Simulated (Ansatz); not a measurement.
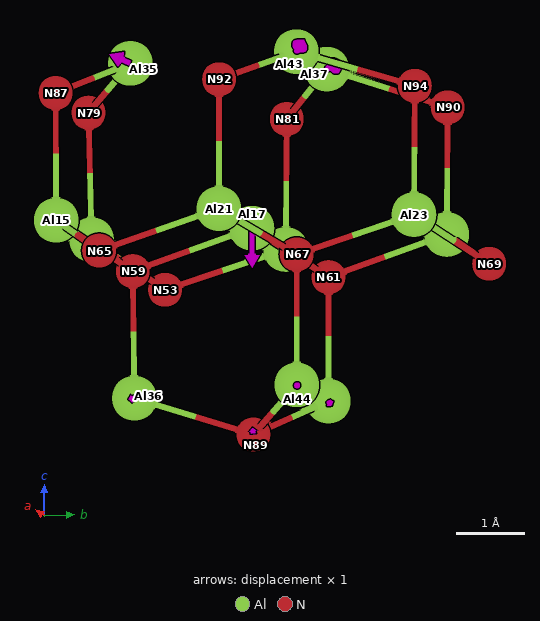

This is a relaxation of a defect cell of composition Al$_{48}$N$_{47}$ (cell charge +3). The starting structure is drawn; purple arrows show the displacements, at their true length.

The picture is a ball-and-stick view of the atoms within 4.2 Å of the atom that moves most (axes of the cell of the calculation (origin shifted)), seen from a free direction.

Computed with DFT, PBEsol, PAW, plane waves in Ansatz 0.2.0. Set-up: plane-wave cutoff 420 eV; k-point mesh 1 × 1 × 1; mesh shifted by (0.25, 0.25, 0.25); no spin polarisation; atoms relaxed in a fixed cell; force threshold 0.03 eV/Å; at most 80 steps.

### Atoms of which element are displaced furthest, and by how much?

Aluminium: up to 0.64 Å, against 0.13 Å for nitrogen.

### Describe the change and its energy.

The largest move is that of an Al atom, 0.64 Å along −c. Largest moves by element: Al 0.64 Å, N 0.13 Å. The cell stays as it was. Near-neighbour distances that change, for instance: Al–N 3.079 → 2.314 Å, Al–N 1.928 → 1.810 Å, Al–N 1.894 → 1.815 Å, Al–N 1.851 → 1.930 Å. New bonds form, among them: Al–N (3.08 → 2.31 Å). Among the angles between lasting bonds that change: Al–N–Al 107.6° → 90.7°, Al–N–Al 105.8° → 90.7°, N–Al–N 110.3° → 120.1°. Over 6 geometry steps the energy falls by 3.340 eV per cell of the calculation. The largest force component goes from 1.5 to 0.014 eV/Å. Cost: 8.9 s on 1 × NVIDIA GB300 Max-Q with 8 threads of Arm Neoverse-V2, peak memory 2 GiB.

Limits of the set-up: the cell is charged, on a uniform background, and energies carry no finite-size correction.
